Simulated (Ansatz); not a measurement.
# Geometry relaxation, with input and output: Ti16Si (part 1 of 2)

- system: Ti16Si (slab, 17 atoms in the cell)
- method: DFT PBE, scalar-relativistic, plane waves, PAW, PAW set soft_1, no spin polarisation (Ansatz 0.2.0)

The structure derives from an entry of the Crystallography Open Database. The input holds or restrains some coordinates. Forces given for the steps count only the free coordinates.

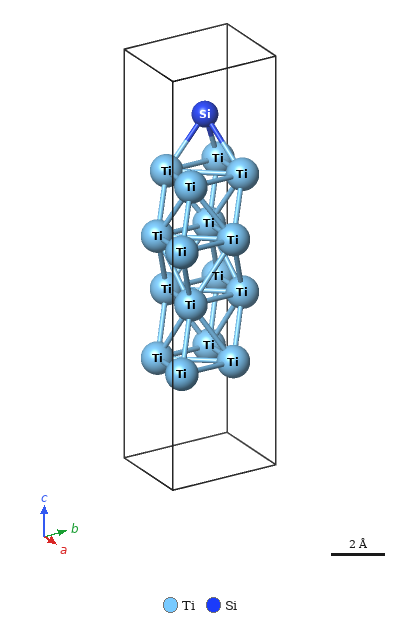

The structure as given in the input (ball-and-stick view of the cell of the calculation, with the vacuum cut short, seen slightly off an axis). An atom can appear more than once, as a periodic image.

Input file:
```yaml
crystal:
  lattice:
    - [5.8763264169, 0.0, 0.0]
    - [-2.9381632085, 5.089047958, 0.0]
    - [0.0, 0.0, 22.4042080656]
  atoms:
    - { symbol: Ti, position: [0.3333333333, 0.1666666667, 0.1785378884] }
    - { symbol: Ti, position: [0.3333333333, 0.6666666667, 0.1785378884] }
    - { symbol: Ti, position: [0.8333333333, 0.1666666667, 0.1785378884] }
    - { symbol: Ti, position: [0.8333333333, 0.6666666667, 0.1785378884] }
    - { symbol: Ti, position: [0.1666666667, 0.3333333333, 0.2823234229] }
    - { symbol: Ti, position: [0.1666666667, 0.8333333333, 0.2823234229] }
    - { symbol: Ti, position: [0.6666666667, 0.3333333333, 0.2823234229] }
    - { symbol: Ti, position: [0.6666666667, 0.8333333333, 0.2823234229] }
    - { symbol: Ti, position: [0.3333333333, 0.1666666667, 0.3901740009] }
    - { symbol: Ti, position: [0.3333333333, 0.6666666667, 0.3901740009] }
    - { symbol: Ti, position: [0.8333333333, 0.1666666667, 0.3901740009] }
    - { symbol: Ti, position: [0.8333333333, 0.6666666667, 0.3901740009] }
    - { symbol: Ti, position: [0.1666666667, 0.3333333333, 0.4867035708] }
    - { symbol: Ti, position: [0.1666666667, 0.8333333333, 0.4867035708] }
    - { symbol: Ti, position: [0.6666666667, 0.3333333333, 0.4867035708] }
    - { symbol: Ti, position: [0.6666666667, 0.8333333333, 0.4867035708] }
    - { symbol: Si, position: [0.25, 0.6666666667, 0.5749422711] }
basis:
  ecutwfc: 420
kpoints:
  mp_grid: { grid: [6, 6, 1] }
hamiltonian:
  xc: pbe
  pseudopotentials: { kind: paw, azcp: { folder: soft_1 } }
scf:
  occupations: { method: gaussian, width: 0.1 }
output:
  forces: true
  eigenvalues: true
relax:
  adjacent_minimum: "off"
  f_tol: 0.025
  max_steps: 16
  constraints:
    - { sites: [0, 1, 2, 3, 4, 5, 6, 7, 8, 9, 10, 11, 12, 13, 14, 15] }
    - { sites: [16], fix: xy }
efield:
  axis: 3
  dipole_correction: true
  ramp_width: 0.04
```

Launched with:
```bash
ansatz run input.yaml --threads 4 --pin off --max-ram 12288MiB --backend cpu --events-out ev --progress --plain --runs-dir out
```

Output:
```
Engine: ansatz 0.2.0, aarch64-unknown-linux-gnu
Pseudopotentials: kind: paw
Pseudopotential: Ti, paw, valence charge 12, recommended cutoff 420 eV (normal), [file]
Pseudopotential: Si, paw, valence charge 4, recommended cutoff 420 eV (normal), [file]
Functional definition: PBE
  parameter kappa = 0.804
  parameter beta = 0.06672455060314922
  exchange = pbe_x(kappa = kappa, mu = beta*pi^2/3)
  correlation = pbe_c(beta = beta)
Crystal: 17 atoms, lattice volume = 669.996 Å³
Basis set: ecut = 420 eV, 13071 PW (Γ), exchange–correlation on 80×80×300 points (8 copies of the dense FFT grid, shifted against one another)
Bands: 118, of which v1, the nominal top of the filled ones, is band 98 counted from 1 (97 counted from 0)
Symmetry: 1 space group operations
Space group: P1 (ITA 1), of the structure as read, at distance tolerance 8.8e-5 Å
k-points: 20 of 36 (time reversal used)
Non-local potential: Ti, projectors of the file, l = 0: 3, l = 1: 2, l = 2: 3, l = 3: 1
Non-local potential: Si, projectors of the file, l = 0: 2, l = 1: 2, l = 2: 1
PAW form: soft (Blöchl's): semilocal exchange-correlation on the pseudo side does not see the compensation charge
PAW one-centre angular grid: Ti, 590 points (default); XC on 64 Gauss nodes
PAW one-centre angular grid: Si, 110 points (default); XC on 64 Gauss nodes
Initial density: superposition of atomic densities (neutral atoms: chi_scale 0, normalization atom)
Initial wavefunctions: pseudopotential atomic-orbital guess
Functional: x = pbe(κ = 0.804, μ = 0.2195149727645171), c = pbe(β = 0.06672455060314922)
SCF iter   1: F=—  HF=-40636.071082 eV  |F-HF|=—  |Δ(HF+E_count)|=         —  Δρ=5.61e-2  dr2=2.77e2  ethr=3.10e-3  p=-0.000 e·Å  D=-1.75e-8 V/Å  ΔV_dip=0.00 eV  dr2_dipole=1.23e1  V_vac-E_F(+/−)=7.97/7.97 eV  ⟨swp⟩=9.6  Hψ=11213  notcnv=0
efield: sawtooth ramp at fractional position 0.8567 (placed from the atoms, in the widest stretch of the axis that holds none; the zero of the levels goes with the place), width 0.0400; the density the first Hamiltonian is built on has a dipole p = -0.000 e·Å; the dipole correction subtracts the counter field D = -1.75e-8 V/Å, which shifts the + side's vacuum level by +0.00 eV against the − side's; the planar-averaged density in the ramp window peaks in size at 3.3e-6 e/Å³
preconditioner: auto → LDOS  [metal: Δε(μ)=0.009 eV  Ē_g=2.696 eV  σ=0.100 eV  W_gap=0.05  n_scr=122 (ndim 8)  ℏωp=11.8 eV  f_vac=0.466  D(μ)=27.98/eV (n_scr^D=252)  β→1.0]
SCF iter   2: F=—  HF=-40632.197611 eV  |F-HF|=—  |Δ(HF+E_count)|=    3.87e0  Δρ=6.20e-2  dr2=3.84e2  ethr=3.10e-3  p=-0.704 e·Å  D=-1.90e-1 V/Å  ΔV_dip=4.26 eV  dr2_dipole=1.95e2  V_vac-E_F(+/−)=5.79/1.53 eV  ⟨swp⟩=8.3  Hψ=8444  notcnv=0  defer=79
SCF iter   3: F=—  HF=-40623.516880 eV  |F-HF|=—  |Δ(HF+E_count)|=    8.68e0  Δρ=1.53e-2  dr2=1.64e1  ethr=3.10e-3  p=-0.093 e·Å  D=-2.52e-2 V/Å  ΔV_dip=0.57 eV  dr2_dipole=3.33e0  V_vac-E_F(+/−)=6.12/5.55 eV  ⟨swp⟩=7.3  Hψ=6867  notcnv=0  defer=118
SCF iter   4: F=—  HF=-40623.136301 eV  |F-HF|=—  |Δ(HF+E_count)|=   3.81e-1  Δρ=5.57e-3  dr2=5.10e-1  ethr=3.10e-3  p=-0.097 e·Å  D=-2.62e-2 V/Å  ΔV_dip=0.59 eV  dr2_dipole=8.33e-2  V_vac-E_F(+/−)=5.28/4.69 eV  ⟨swp⟩=4.7  Hψ=3618  notcnv=0  defer=88
SCF iter   5: F=—  HF=-40623.107936 eV  |F-HF|=—  |Δ(HF+E_count)|=   2.84e-2  Δρ=2.42e-3  dr2=3.72e-1  ethr=2.60e-4  p=-0.089 e·Å  D=-2.42e-2 V/Å  ΔV_dip=0.54 eV  dr2_dipole=1.96e-1  V_vac-E_F(+/−)=5.14/4.60 eV  ⟨swp⟩=3.0  Hψ=3643  notcnv=0  defer=92
SCF iter   6: F=—  HF=-40623.107268 eV  |F-HF|=—  |Δ(HF+E_count)|=   6.68e-4  Δρ=7.13e-4  dr2=9.59e-3  ethr=1.90e-4  p=-0.086 e·Å  D=-2.32e-2 V/Å  ΔV_dip=0.52 eV  dr2_dipole=1.31e-4  V_vac-E_F(+/−)=5.09/4.57 eV  ⟨swp⟩=2.1  Hψ=2992  notcnv=0  defer=90
SCF iter   7: F=—  HF=-40623.107545 eV  |F-HF|=—  |Δ(HF+E_count)|=   2.77e-4  Δρ=3.09e-4  dr2=2.55e-3  ethr=4.89e-6  p=-0.090 e·Å  D=-2.43e-2 V/Å  ΔV_dip=0.54 eV  dr2_dipole=1.02e-5  V_vac-E_F(+/−)=5.06/4.51 eV  ⟨swp⟩=2.8  Hψ=3206  notcnv=0  defer=91
SCF iter   8: F=—  HF=-40623.107987 eV  |F-HF|=—  |Δ(HF+E_count)|=   4.43e-4  Δρ=1.83e-4  dr2=1.87e-3  ethr=1.30e-6  p=-0.096 e·Å  D=-2.60e-2 V/Å  ΔV_dip=0.58 eV  dr2_dipole=3.93e-4  V_vac-E_F(+/−)=5.05/4.47 eV  ⟨swp⟩=2.4  Hψ=3141  notcnv=0  defer=90
SCF iter   9: F=—  HF=-40623.108011 eV  |F-HF|=—  |Δ(HF+E_count)|=   2.40e-5  Δρ=6.80e-5  dr2=1.44e-4  ethr=9.52e-7  p=-0.098 e·Å  D=-2.65e-2 V/Å  ΔV_dip=0.59 eV  dr2_dipole=4.53e-6  V_vac-E_F(+/−)=5.05/4.46 eV  ⟨swp⟩=1.6  Hψ=2329  notcnv=0  defer=90
SCF iter  10: F=-40623.108018 eV  HF=-40623.108020 eV  |F-HF|=1.37e-6  |Δ(HF+E_count)|=   8.42e-6  Δρ=2.12e-5  dr2=7.48e-6  ethr=7.97e-9  p=-0.100 e·Å  D=-2.69e-2 V/Å  ΔV_dip=0.60 eV  dr2_dipole=1.31e-7  V_vac-E_F(+/−)=5.05/4.45 eV  ⟨swp⟩=21.4  Hψ=13508  notcnv=0
SCF 1 converged in 10 iterations: F = -40623.108018 eV  dr2 = 7.48e-6
  greatest PAW one-centre occupation: 0.999 electrons in one spin orbital (limit 2), on the Ti atom at site 5 (counted from 0), in its partial waves of l = 0
relax step   1: F+E_penalty+E_count = -40623.10801847 eV  Δ(F+E_penalty+E_count) = +0.000e0 eV  max|allowed force component| = 7.329e-2 eV/Å  Δτ_max = 0.0000 Å  (10 SCF iters, dr2 threshold 1.56e-5 eV, accepted)
Initial density: handed on by an earlier stage of this run
Initial wavefunctions: those handed on with the density
iter 1 solved again at ethr=9.84e-7 eV; its pass at ethr=3.10e-3 eV (dr2=1.93e-3 eV) is discarded
SCF iter   1: F=—  HF=-40623.108428 eV  |F-HF|=—  |Δ(HF+E_count)|=         —  Δρ=2.32e-4  dr2=2.01e-3  ethr=9.84e-7  p=-0.100 e·Å  D=-2.69e-2 V/Å  ΔV_dip=0.60 eV  dr2_dipole=6.08e-4  V_vac-E_F(+/−)=5.05/4.45 eV  ⟨swp⟩=1.4  Hψ=5610  notcnv=0
efield: sawtooth ramp at fractional position 0.8567 (handed on by an earlier solve), width 0.0400; the density the first Hamiltonian is built on has a dipole p = -0.100 e·Å; the dipole correction subtracts the counter field D = -2.69e-2 V/Å, which shifts the + side's vacuum level by +0.60 eV against the − side's; the planar-averaged density in the ramp window peaks in size at 9.5e-6 e/Å³
preconditioner: auto → LDOS  [metal: Δε(μ)=0.030 eV  Ē_g=2.280 eV  σ=0.100 eV  W_gap=0.16  n_scr=122 (ndim 8)  ℏωp=11.8 eV  f_vac=0.477  D(μ)=28.27/eV (n_scr^D=252)  β→1.0]
SCF iter   2: F=—  HF=-40623.108394 eV  |F-HF|=—  |Δ(HF+E_count)|=   3.38e-5  Δρ=2.07e-4  dr2=8.02e-4  ethr=9.84e-7  p=-0.099 e·Å  D=-2.69e-2 V/Å  ΔV_dip=0.60 eV  dr2_dipole=8.28e-5  V_vac-E_F(+/−)=5.05/4.45 eV  ⟨swp⟩=2.0  Hψ=2978  notcnv=0
SCF iter   3: F=—  HF=-40623.108344 eV  |F-HF|=—  |Δ(HF+E_count)|=   5.05e-5  Δρ=3.77e-5  dr2=2.94e-5  ethr=4.09e-7  p=-0.100 e·Å  D=-2.69e-2 V/Å  ΔV_dip=0.60 eV  dr2_dipole=5.43e-6  V_vac-E_F(+/−)=5.05/4.45 eV  ⟨swp⟩=2.1  Hψ=2974  notcnv=0
SCF iter   4: F=—  HF=-40623.108330 eV  |F-HF|=—  |Δ(HF+E_count)|=   1.37e-5  Δρ=7.56e-6  dr2=7.28e-7  ethr=1.50e-8  p=-0.100 e·Å  D=-2.70e-2 V/Å  ΔV_dip=0.60 eV  dr2_dipole=3.96e-8  V_vac-E_F(+/−)=5.05/4.45 eV  ⟨swp⟩=3.0  Hψ=3126  notcnv=0
SCF iter   5: F=—  HF=-40623.108331 eV  |F-HF|=—  |Δ(HF+E_count)|=   3.64e-7  Δρ=3.67e-6  dr2=2.71e-7  ethr=5.10e-11  p=-0.100 e·Å  D=-2.70e-2 V/Å  ΔV_dip=0.61 eV  dr2_dipole=1.98e-8  V_vac-E_F(+/−)=5.05/4.44 eV  ⟨swp⟩=11.2  Hψ=9185  notcnv=0
SCF iter   6: F=-40623.108331 eV  HF=-40623.108331 eV  |F-HF|=2.52e-8  |Δ(HF+E_count)|=   7.34e-8  Δρ=1.66e-6  dr2=5.85e-8  ethr=5.10e-11  p=-0.100 e·Å  D=-2.70e-2 V/Å  ΔV_dip=0.61 eV  dr2_dipole=5.39e-11  V_vac-E_F(+/−)=5.05/4.44 eV  ⟨swp⟩=3.4  Hψ=7610  notcnv=0
SCF 2 converged in 6 iterations: F = -40623.108331 eV  dr2 = 5.85e-8
relax step   2: F+E_penalty+E_count = -40623.10833073 eV  Δ(F+E_penalty+E_count) = -3.123e-4 eV  max|allowed force component| = 9.006e-3 eV/Å  Δτ_max = 0.0075 Å  (6 SCF iters, accepted)
```

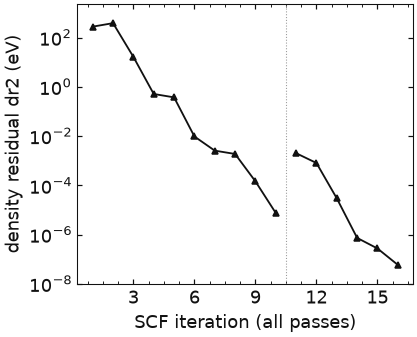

Convergence of the self-consistent field: density residual dr2 against the SCF iteration. The dotted lines part the SCF passes of the relaxation: geometry steps, rejected trials and re-solves on a re-selected basis. The passes take 10 and 6 iterations.

```
SCF converged after 6 iterations
Free energy (F): -40623.108331 eV
Harris-Foulkes:  -40623.108331 eV  (|F-HF|=2.52e-8)
Internal energy: -40622.966977 eV  (E = F + TS)
E sigma→0 (E₀):  -40623.037654 eV
Entropy (-TS):   -0.141354 eV (-8.315 meV/atom)
Fermi energy:    3.168633 eV
Dipole field:    D = -0.027034 V/Å  (p = -0.100095 e·Å, saw-weighted, corrected)
Work function:   Φ+ = 5.0499 eV   Φ− = 4.4442 eV
Levels:          The Fermi level and band energies are counted from a zero that moves with the ramp; work functions are not
--- Per-component energies (eV) ---
  E_band       = -4478.273663
  E_kinetic    = 4527.743415
  E_local      = -161869.958811  (includes V_loc(G=0)·N_el)
  E_nonlocal   = 993.006785
  E_hartree    = 78510.863795
  E_xc         = -1905.251920
  E_vxc        = -2361.555609  (∫ρ·V_xc dr)
  E_paw        = -17186.396954  (= ΣΔE_a)
  E_vpaw       = -2784.818649  (= ΣTr[D̂ρ^β])
  E_aug_tail   = -0.001251  (compensation charges beyond the density's cutoff)
  E_efield     = 0.001353  (sawtooth field / dipole correction)
  E_vefield    = -4.437527  (∫n·V_field dr)
  E_ewald      = 56307.026612
  E_smearing   = -0.141354  (= −TS)
  E_closure    = 0.000000  (closes the sum)
  Σ components = -40623.108331   (vs F -40623.108331, Δ=0.00e0)
--- Forces (eV/Å), atoms counted from 1 ---
  atom   1  Ti    -0.01093024    -0.00707133     0.59174824
  atom   2  Ti     0.00080126    -0.00146411     0.60317908
  atom   3  Ti     0.00572845    -0.00028599     0.59080917
  atom   4  Ti     0.00424196     0.00976170     0.59154860
  atom   5  Ti     0.00436963    -0.02165841    -0.55902292
  atom   6  Ti    -0.00982575     0.01223235    -0.51708043
  atom   7  Ti     0.01056402    -0.00751804    -0.58446862
  atom   8  Ti     0.01008192     0.00773707    -0.56709132
  atom   9  Ti     0.00198462     0.01778039    -0.25883216
  atom  10  Ti     0.15121291    -0.02330022    -0.61335118
  atom  11  Ti    -0.08540348     0.01902256    -0.20911913
  atom  12  Ti    -0.05406800    -0.03558910    -0.24908727
  atom  13  Ti    -0.24241026     0.45120883     0.44873139
  atom  14  Ti    -0.33187751     0.12213101    -0.87932042
  atom  15  Ti     0.29577927     0.11098987     0.83733388
  atom  16  Ti    -0.68261771    -0.29413367     0.78284886
  atom  17  Si     0.93236331    -0.35984450    -0.00900605
  max |Σ_I F_I| component: 1.80e-4 eV/Å
--- Band table (eV; the first three rows and the last of 20) ---
```
